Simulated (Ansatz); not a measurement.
Structure of I:

```cif
data_structure
_symmetry_space_group_name_H-M 'P 1'
_symmetry_Int_Tables_number 1
_cell_length_a 7.3059
_cell_length_b 7.3059
_cell_length_c 2.9181
_cell_angle_alpha 90.000
_cell_angle_beta 90.000
_cell_angle_gamma 120.000
_cell_volume 134.89
loop_
_atom_site_label
_atom_site_type_symbol
_atom_site_fract_x
_atom_site_fract_y
_atom_site_fract_z
_atom_site_occupancy
I1 I 0.00000 0.00000 0.00000 1
I2 I 0.33333 0.66667 0.50000 1
I3 I 0.66667 0.33333 0.50000 1
```

It is based on the geometry relaxed with DFT r2SCAN, scalar-relativistic, plane waves, PAW in Ansatz; the starting structure was generated, so it need not be a known form of this composition.

**Predict radii and indices of the first 4 visible rings (3 % of the strongest or more) for λ = 0.4133 Å and a flat detector at 310 mm.**

```
ring   radius  2θ (°)  d (Å)  hkl
   1  35.2 mm    6.49   3.65  110
   2  48.8 mm    8.95   2.65  101
   3  56.9 mm   10.40   2.28  111
   4  60.6 mm   11.06   2.14  201
```

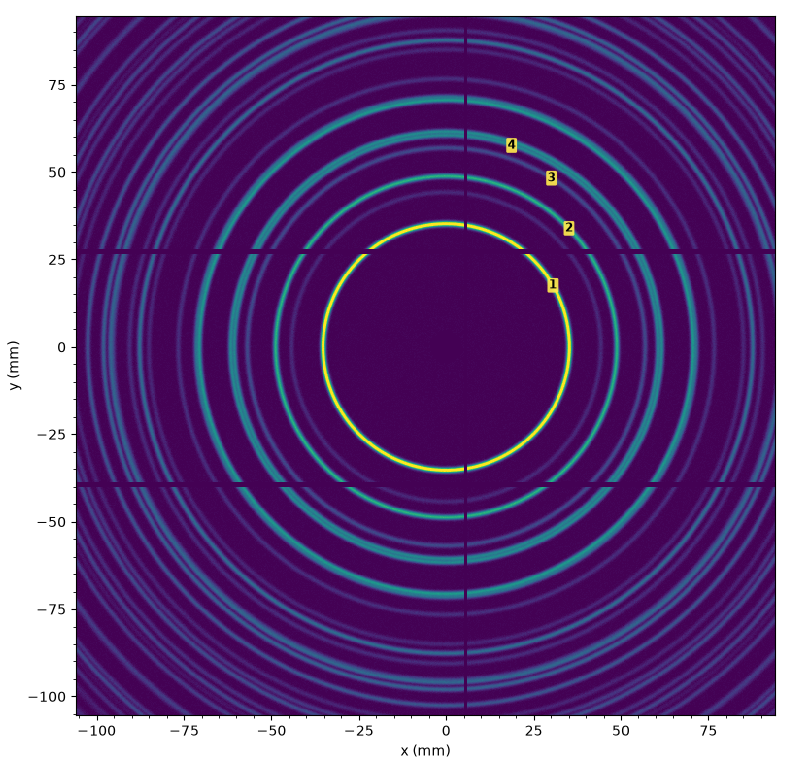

Simulated X-ray powder rings on a flat area detector normal to the beam: λ = 0.4133 Å, sample-to-detector distance 310 mm, axes in mm from the beam centre, beam polarised horizontally, for a fine-grained powder without texture. Kinematic intensities with B = 1.0 Å² for all atoms, without absorption; brightness goes as intensity to the power 0.6, clipped at the top, with counting noise. Reflections closer than the ring width show as one ring. The numbers mark the rings of the table.
